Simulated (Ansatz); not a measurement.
Ti

Input file:

```
crystal:
  lattice:
    - [2.03, -2.03, 0.0]
    - [2.03, 0.0, -2.03]
    - [8.323, 7.917, 8.12]
  atoms:
    - { symbol: Ti, position: [0.658335, 0.6666666667, 0.0833166667] }
    - { symbol: Ti, position: [-0.091665, 0.0, 0.91665] }
    - { symbol: Ti, position: [0.308335, 0.3333333333, 0.2499833333] }
    - { symbol: Ti, position: [0.608335, 0.6666666667, 0.5833166667] }
    - { symbol: Ti, position: [-0.041665, 0.0, 0.41665] }
    - { symbol: Ti, position: [0.258335, 0.3333333333, 0.7499833333] }
basis:
  ecutwfc: 500
kpoints:
  mp_grid: { grid: [19, 19, 4] }
hamiltonian:
  xc: r2scan
scf:
  occupations: { method: gaussian, width: 0.15 }
output:
  forces: true
  stress: true
  eigenvalues: true
  write_density: true
  write_potential: true
  elf: true
  volumetric_format: npy
```

Command:

```sh
ansatz run input.yaml --threads 2 --pin off --max-ram 5120MiB --backend cpu --events-out ev --progress --plain --runs-dir out
```

Below, planes, directions and counts refer to the conventional cell (a = 2.87 Å, b = 2.87 Å, c = 14.07 Å, α = 89.42°, β = 88.83°, γ = 60.00°).

Space group P-1; computed pressure about 4 GPa in this cell; computed without spin polarisation.

These are results of Ansatz 0.2.0, DFT r2SCAN, scalar-relativistic, plane waves, PAW, not measurements.

What can the converged valence pseudo-density and electron localisation function tell about the bonding?

Ti–Ti (2.87 Å): the density is about 0.19 e/Å³ at the midpoint; the ELF is about 0.20 at the midpoint (no shared electron pair shows on this line).

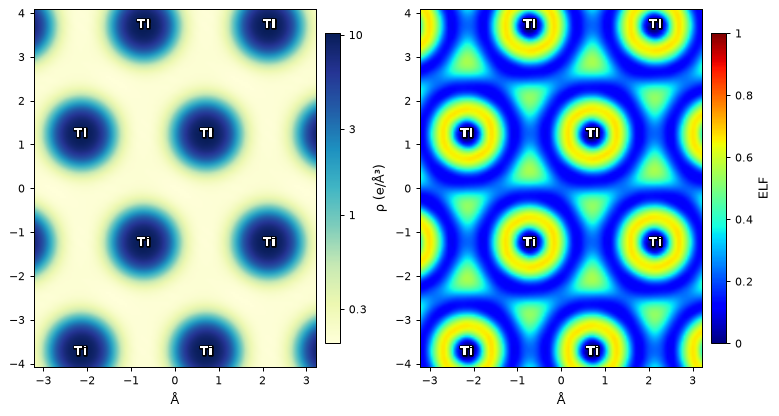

Computed valence pseudo-density and electron localisation function on the (001) plane of the conventional cell, in this order. 

The density is the valence pseudo-density of a PAW calculation; it isn't the true density close to the nuclei.
